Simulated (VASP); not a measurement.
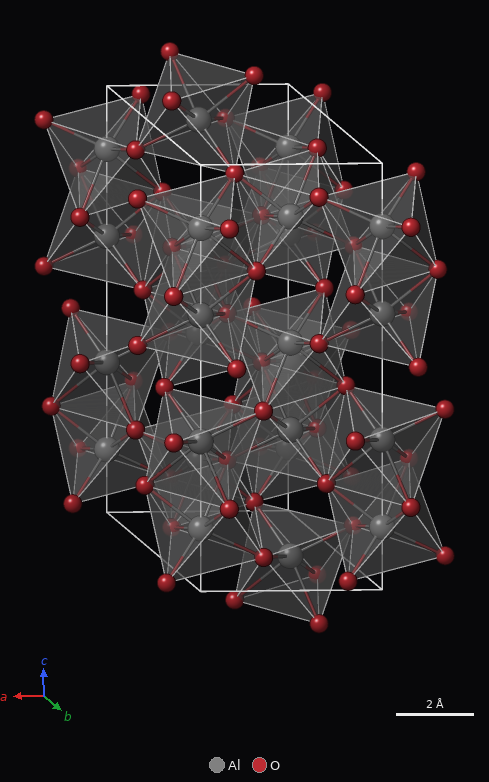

The structure as given in the input (polyhedral view of the cell 3 times as large as that of the calculation, set on its symmetry axes, seen at an oblique angle; polyhedra are completed across the faces of the cell).

Al₂O₃: geometry relaxation (part 1 of 3)

System: Al₂O₃ (R-3c, 10 atoms in the cell).
Method: Kohn-Sham DFT of a periodic cell, PBE, VASP PAW PBE potentials, recommended, no spin polarisation (VASP 6.6.1).

The structure derives from an entry of the Crystallography Open Database.

OSZICAR
```
N       E                     dE             d eps       ncg     rms          rms(c)
DAV:   1     0.283555975914E+03    0.28356E+03   -0.28173E+04  9600   0.171E+03
DAV:   2    -0.677450702015E+02   -0.35130E+03   -0.34063E+03 12562   0.335E+02
DAV:   3    -0.826864273869E+02   -0.14941E+02   -0.14899E+02 11514   0.760E+01
DAV:   4    -0.828217816124E+02   -0.13535E+00   -0.13519E+00 11502   0.816E+00
DAV:   5    -0.828236220564E+02   -0.18404E-02   -0.18402E-02 11034   0.961E-01    0.176E+01
DAV:   6    -0.747265426448E+02    0.80971E+01   -0.35402E+01 11094   0.332E+01    0.604E+00
DAV:   7    -0.747492812791E+02   -0.22739E-01   -0.68151E-01 11306   0.471E+00    0.323E+00
DAV:   8    -0.747672410543E+02   -0.17960E-01   -0.66622E-02 11202   0.228E+00    0.686E-01
DAV:   9    -0.747727111618E+02   -0.54701E-02   -0.14339E-02 11442   0.796E-01    0.306E-01
DAV:  10    -0.747733184148E+02   -0.60725E-03   -0.85231E-04 11340   0.198E-01    0.634E-02
DAV:  11    -0.747732700301E+02    0.48385E-04   -0.44958E-04 11448   0.125E-01    0.237E-02
DAV:  12    -0.747732709552E+02   -0.92507E-06   -0.30205E-05 11418   0.354E-02    0.451E-03
DAV:  13    -0.747732707416E+02    0.21357E-06   -0.28752E-06  8848   0.104E-02
   1 F= -.74773271E+02 E0= -.74773271E+02  d E =-.747733E+02
       N       E                     dE             d eps       ncg     rms          rms(c)
DAV:   1    -0.755183593283E+02   -0.74509E+00   -0.15800E+01 11232   0.287E+01    0.649E+00
DAV:   2    -0.747991095113E+02    0.71925E+00   -0.33234E+00 10848   0.109E+01    0.879E-01
DAV:   3    -0.747918513022E+02    0.72582E-02   -0.49607E-02 11046   0.140E+00    0.424E-01
DAV:   4    -0.747875334986E+02    0.43178E-02   -0.45847E-03 11118   0.477E-01    0.121E-01
DAV:   5    -0.747873757089E+02    0.15779E-03   -0.58984E-04 11406   0.145E-01    0.233E-02
DAV:   6    -0.747873702194E+02    0.54895E-05   -0.10523E-05 11010   0.229E-02    0.634E-03
DAV:   7    -0.747873679615E+02    0.22579E-05   -0.13141E-06  7608   0.719E-03    0.117E-03
DAV:   8    -0.747873676327E+02    0.32888E-06   -0.15902E-07  6960   0.284E-03
   2 F= -.74787368E+02 E0= -.74787368E+02  d E =-.140969E-01
       N       E                     dE             d eps       ncg     rms          rms(c)
DAV:   1    -0.749810109076E+02   -0.19364E+00   -0.34413E+00 11190   0.137E+01    0.301E+00
DAV:   2    -0.748263636951E+02    0.15465E+00   -0.69879E-01 10752   0.495E+00    0.450E-01
DAV:   3    -0.748247047928E+02    0.16589E-02   -0.12069E-02 11126   0.679E-01    0.197E-01
DAV:   4    -0.748237925823E+02    0.91221E-03   -0.10801E-03 11004   0.233E-01    0.476E-02
DAV:   5    -0.748237760301E+02    0.16552E-04   -0.13220E-04 11406   0.696E-02    0.120E-02
DAV:   6    -0.748237812072E+02   -0.51771E-05   -0.24114E-06  8466   0.113E-02    0.327E-03
DAV:   7    -0.748237823415E+02   -0.11343E-05   -0.54205E-07  7080   0.464E-03    0.662E-04
DAV:   8    -0.748237824707E+02   -0.12922E-06   -0.57372E-08  6414   0.185E-03
   3 F= -.74823782E+02 E0= -.74823782E+02  d E =-.505117E-01
       N       E                     dE             d eps       ncg     rms          rms(c)
DAV:   1    -0.748238505895E+02   -0.68248E-04   -0.18314E-03 11280   0.314E-01    0.695E-02
DAV:   2    -0.748237690810E+02    0.81509E-04   -0.37250E-04 11058   0.115E-01    0.102E-02
DAV:   3    -0.748237680982E+02    0.98283E-06   -0.60837E-06  9900   0.155E-02
   4 F= -.74823768E+02 E0= -.74823768E+02  d E =-.504974E-01
       N       E                     dE             d eps       ncg     rms          rms(c)
DAV:   1    -0.748239095959E+02   -0.14051E-03   -0.86194E-02  9894   0.204E+00    0.594E-02
DAV:   2    -0.748240197807E+02   -0.11018E-03   -0.16650E-03 11514   0.265E-01    0.356E-02
DAV:   3    -0.748239935701E+02    0.26211E-04   -0.28465E-05 11460   0.444E-02    0.175E-02
DAV:   4    -0.748239882815E+02    0.52886E-05   -0.25114E-05 11340   0.360E-02    0.299E-03
DAV:   5    -0.748239884506E+02   -0.16911E-06   -0.36740E-06 10674   0.129E-02
   5 F= -.74823988E+02 E0= -.74823988E+02  d E =-.220352E-03
```

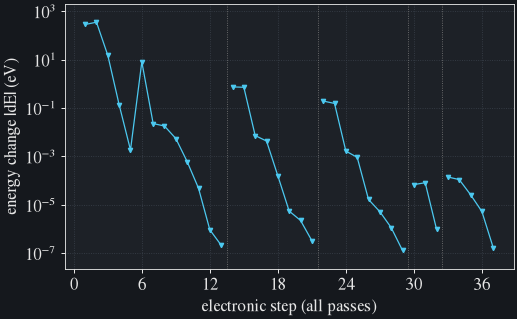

Convergence of the self-consistent field: energy change |dE| against the electronic step. Each stretch between dotted lines is the SCF of one geometry step of a relaxation. The 5 ionic steps take 3 to 13 electronic steps each. The density is held fixed in the first few steps, and dE rises again when its update begins.

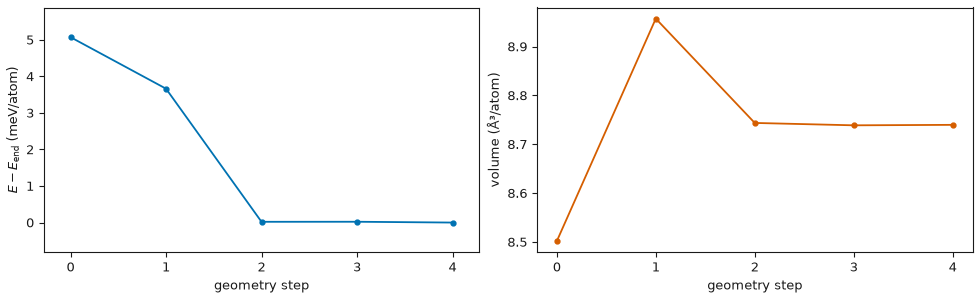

Progress of the relaxation, step by step (steps are counted from 0).

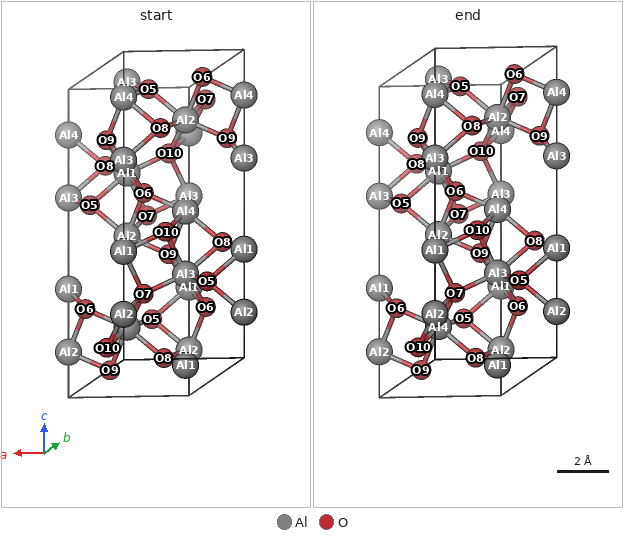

Before (left) and after (right) the relaxation, at one scale (ball-and-stick view of the cell 3 times as large as that of the calculation, set on its symmetry axes, seen at an oblique angle). The energy falls by 5.1 meV per atom in 4 geometry steps. Largest force component: 0.028 eV/Å at the start, 0.0032 eV/Å at the end. The atoms keep their places relative to the cell (all moves are under 0.005 Å). The drawn cell changes as follows: a = b 4.761 → 4.805 Å (+0.9 %), c 12.996 → 13.114 Å (+0.9 %); the volume changes by +2.8 %. Among the contacts that change: Al1–O10 1.854 → 1.873 Å, Al1–O5 1.973 → 1.990 Å. The space group stays R-3c (No. 167). (Atoms are counted from 1 in the order of the input.)

Parts of OUTCAR
```
PREC = Accurate
   ENCUT = 600
   EDIFF = 1E-6
   ISMEAR = 0
   LREAL = False
   LASPH = True
   NELM = 80
   ISIF = 3
   GGA = PE
   IBRION = 2
   NSW = 90
   EDIFFG = -0.01

 ion  position               nearest neighbor table
   1  0.352  0.352  0.352-   9 1.85  10 1.85   8 1.85   7 1.97   5 1.97   6 1.97   2 2.66   3 2.79
                             3 2.79   3 2.79   2 3.22   2 3.22   2 3.22
   2  0.148  0.148  0.148-  10 1.85   9 1.85   8 1.85   6 1.97   5 1.97   7 1.97   1 2.66   4 2.79
                             4 2.79   4 2.79   1 3.22   1 3.22   1 3.22
   3  0.648  0.648  0.648-   6 1.85   7 1.85   5 1.85  10 1.97   8 1.97   9 1.97   4 2.66   1 2.79
                             1 2.79   1 2.79   4 3.22   4 3.22   4 3.22
   4  0.852  0.852  0.852-   7 1.85   6 1.85   5 1.85   9 1.97   8 1.97  10 1.97   3 2.66   2 2.79
                             2 2.79   2 2.79   3 3.22   3 3.22   3 3.22
   5  0.557  0.943  0.250-   3 1.85   4 1.85   1 1.97   2 1.97
   6  0.250  0.557  0.943-   3 1.85   4 1.85   2 1.97   1 1.97
   7  0.943  0.250  0.557-   4 1.85   3 1.85   1 1.97   2 1.97
   8  0.443  0.057  0.750-   1 1.85   2 1.85   3 1.97   4 1.97
   9  0.750  0.443  0.057-   1 1.85   2 1.85   4 1.97   3 1.97
  10  0.057  0.750  0.443-   2 1.85   1 1.85   3 1.97   4 1.97

  LATTYP: Found a trigonal (rhomboedric) cell.
 ALAT       =     5.1302230849
 COS(alpha) =     0.5694707703

  Lattice vectors:

 A1 = (   2.3802500000,   1.3742379782,   4.3318666667)
 A2 = (  -2.3802500000,   1.3742379782,   4.3318666667)
 A3 = (   0.0000000000,  -2.7484759565,   4.3318666667)

Analysis of symmetry for initial positions (statically):
=====================================================================
 Subroutine PRICEL returns:
 Original cell was already a primitive cell.

 Routine SETGRP: Setting up the symmetry group for a
 trigonal (rhombohedral) supercell.

 Subroutine GETGRP returns: Found 12 space group operations
 (whereof  6 operations were pure point group operations)
 out of a pool of 12 trial point group operations.

The static configuration has the point symmetry S_6 .
 The point group associated with its full space group is D_3d.

Analysis of symmetry for dynamics (positions and initial velocities):
=====================================================================
 Subroutine PRICEL returns:
 Original cell was already a primitive cell.

 Routine SETGRP: Setting up the symmetry group for a
 trigonal (rhombohedral) supercell.

 Subroutine GETGRP returns: Found 12 space group operations
 (whereof  6 operations were pure point group operations)
 out of a pool of 12 trial point group operations.

The dynamic configuration has the point symmetry S_6 .
 The point group associated with its full space group is D_3d.

 Subroutine INISYM returns: Found 12 space group operations
 (whereof  6 operations are pure point group operations),
 and found     1 'primitive' translations

----------------------------------------------------------------------------------------

                                     Primitive cell

  volume of cell :      85.0180

  direct lattice vectors                    reciprocal lattice vectors
     2.380250000  1.374237978  4.331866667     0.210061968  0.121279334  0.076949121
    -2.380250000  1.374237978  4.331866667    -0.210061968  0.121279334  0.076949121
     0.000000000 -2.748475957  4.331866667     0.000000000 -0.242558668  0.076949121

  length of vectors
     5.130223085  5.130223085  5.130223085     0.254471756  0.254471756  0.254471756

  position of ions in fractional coordinates (direct lattice)
     0.352160000  0.352160000  0.352160000
     0.147840000  0.147840000  0.147840000
     0.647840000  0.647840000  0.647840000
     0.852160000  0.852160000  0.852160000
     0.556680000  0.943320000  0.250000000
     0.250000000  0.556680000  0.943320000
     0.943320000  0.250000000  0.556680000
     0.443320000  0.056680000  0.750000000
     0.750000000  0.443320000  0.056680000
     0.056680000  0.750000000  0.443320000

  ion indices of the primitive-cell ions
   primitive index   ion index
                 1           1
                 2           2
                 3           3
                 4           4
                 5           5
                 6           6
                 7           7
                 8           8
                 9           9
                10          10

----------------------------------------------------------------------------------------

 KPOINTS: regular mesh

Automatic generation of k-mesh.
 Grid dimensions read from file:
 generate k-points for:    9    9    7

 Generating k-lattice:

  Cartesian coordinates                     Fractional coordinates (reciprocal lattice)
     0.023340219  0.013475482  0.008549902     0.111111111  0.000000000  0.000000000
    -0.023340219  0.013475482  0.008549902     0.000000000  0.111111111  0.000000000
     0.000000000 -0.034651238  0.010992732     0.000000000  0.000000000  0.142857143

  Length of vectors
     0.028274640  0.028274640  0.036353108

  Shift w.r.t. Gamma in fractional coordinates (k-lattice)
     0.000000000  0.000000000  0.000000000

 -----------------------------------------------------------------------------
|                                                                             |
|           W    W    AA    RRRRR   N    N  II  N    N   GGGG   !!!           |
|           W    W   A  A   R    R  NN   N  II  NN   N  G    G  !!!           |
|           W    W  A    A  R    R  N N  N  II  N N  N  G       !!!           |
|           W WW W  AAAAAA  RRRRR   N  N N  II  N  N N  G  GGG   !            |
|           WW  WW  A    A  R   R   N   NN  II  N   NN  G    G                |
|           W    W  A    A  R    R  N    N  II  N    N   GGGG   !!!           |
|                                                                             |
|     Your reciprocal lattice and k-lattice belong to different lattice       |
|     classes:                                                                |
|                                                                             |
|        The reciprocal lattice is rhombohedral (trigonal),                   |
|        whereas your k-lattice is base-centered monoclinic.                  |
|                                                                             |
|     Results are often still useful ...                                      |
|                                                                             |
 -----------------------------------------------------------------------------

 WARNING: IBZKPT: internal override: KBLOWUP is changed to .FALSE.
      ... skipping the blow-up phase ...

 Subroutine IBZKPT returns following result:
 ===========================================

 Found    160 irreducible k-points:

 Following reciprocal coordinates:
            Coordinates               Weight
  0.000000  0.000000  0.000000      1.000000
  0.111111 -0.000000 -0.000000      4.000000
  0.222222 -0.000000 -0.000000      4.000000
  0.333333 -0.000000 -0.000000      4.000000
  0.444444 -0.000000 -0.000000      4.000000
  0.111111  0.111111  0.000000      2.000000
  0.222222  0.111111 -0.000000      4.000000
  0.333333  0.111111  0.000000      4.000000
  0.444444  0.111111 -0.000000      4.000000
 -0.444444  0.111111  0.000000      4.000000
 -0.333333  0.111111  0.000000      4.000000
 -0.222222  0.111111  0.000000      4.000000
 -0.111111  0.111111  0.000000      2.000000
  0.222222  0.222222 -0.000000      2.000000
  0.333333  0.222222 -0.000000      4.000000
  0.444444  0.222222 -0.000000      4.000000
 -0.444444  0.222222  0.000000      4.000000
 -0.333333  0.222222  0.000000      4.000000
 -0.222222  0.222222  0.000000      2.000000
  0.333333  0.333333 -0.000000      2.000000
  0.444444  0.333333 -0.000000      4.000000
 -0.444444  0.333333  0.000000      4.000000
 -0.333333  0.333333  0.000000      2.000000
  0.444444  0.444444 -0.000000      2.000000
 [... further k-points ...]
```
